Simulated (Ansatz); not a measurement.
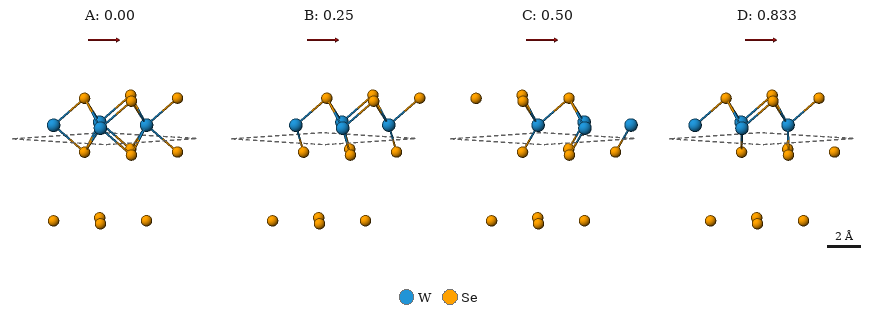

A scan of a crystal of WSe₂ (P6_3/mmc): the crystal above a cut along the (0 0 1) plane of the conventional cell (between a plane of Se below and one of W above, 1.68 Å apart) is slid rigidly by fractions of an in-plane lattice vector 5.75 Å long (a generalised stacking fault). One cut stands in each cell, which starts 15.3 Å high; nothing is relaxed, and the dashed outline marks the cut, the arrow on top the direction of slip. A ball-and-stick model of the layers on both sides of the cut, seen from the side, nearly along the cut plane.

Computed with DFT PBE, scalar-relativistic, plane waves, PAW (Ansatz). Set-up: plane-wave cutoff 420 eV; k-point mesh 9 × 9 × 2; occupations gaussian; smearing width 0.05 eV; no spin polarisation. Energies (free energies at the smearing named) are counted from the relaxed crystal.

**Order these geometries by energy, lowest first.**

Lowest first: A (the slip 0.00, 0 mJ/m²), D (the slip 0.833, 3083 mJ/m²), C (the slip 0.50, 8207 mJ/m²), B (the slip 0.25, 16254 mJ/m²). Over the whole scan: the curve starts and ends at zero, since a full lattice vector restores the crystal. Its highest computed point is 21089 mJ/m² at slip 0.333. The local minimum at 0.667 (1316 mJ/m²) is a metastable fault on this line; the lower of the two humps that part it from the perfect crystal is 3083 mJ/m² high. The path isn't symmetric about half-way. Relaxation across the fault would lower the values. The band gap on the mesh, 1.53 eV in the reference, closes at 0.583, 0.667, 0.75, 0.833.

Limits of the set-up: layers or molecules are held without a dispersion correction, so their spacing is unreliable.
